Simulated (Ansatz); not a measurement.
Input structure:

```cif
data_structure
_symmetry_space_group_name_H-M 'P 1'
_symmetry_Int_Tables_number 1
_cell_length_a 2.7258
_cell_length_b 2.7258
_cell_length_c 4.1771
_cell_angle_alpha 90.000
_cell_angle_beta 90.000
_cell_angle_gamma 90.000
_cell_volume 31.04
loop_
_atom_site_label
_atom_site_type_symbol
_atom_site_fract_x
_atom_site_fract_y
_atom_site_fract_z
_atom_site_occupancy
Al1 Al 0.00000 0.00000 0.00000 1
Al2 Al 0.50000 0.50000 0.50000 1
```

### Before looking at a picture, describe the arrangement of atoms.

The element is aluminium. Space group I4/mmm (No. 139), lattice body-centred tetragonal. The cell holds two atoms. Around each Al lie twelve Al in a cuboctahedral arrangement at 2.73 to 2.84 Å. The bonds build a three-dimensional framework.

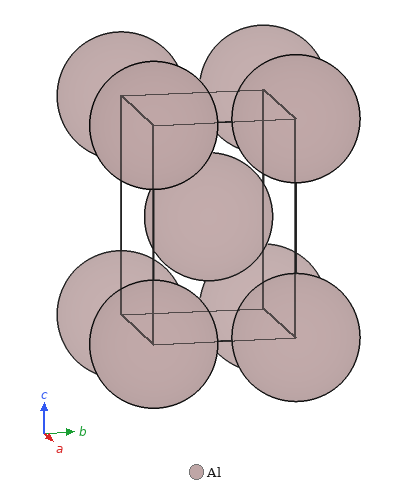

The figure gives a space-filling picture of the atoms, viewed slightly off an axis. The lines enclose the conventional unit cell; boundary atoms appear with their images. Colours: aluminium light grey.

Origin of the cell: a structure listed in the Materials Project. It was relaxed with DFT r2SCAN, scalar-relativistic, plane waves, PAW in Ansatz under a constraint or pressure on the cell, so some stress remains.
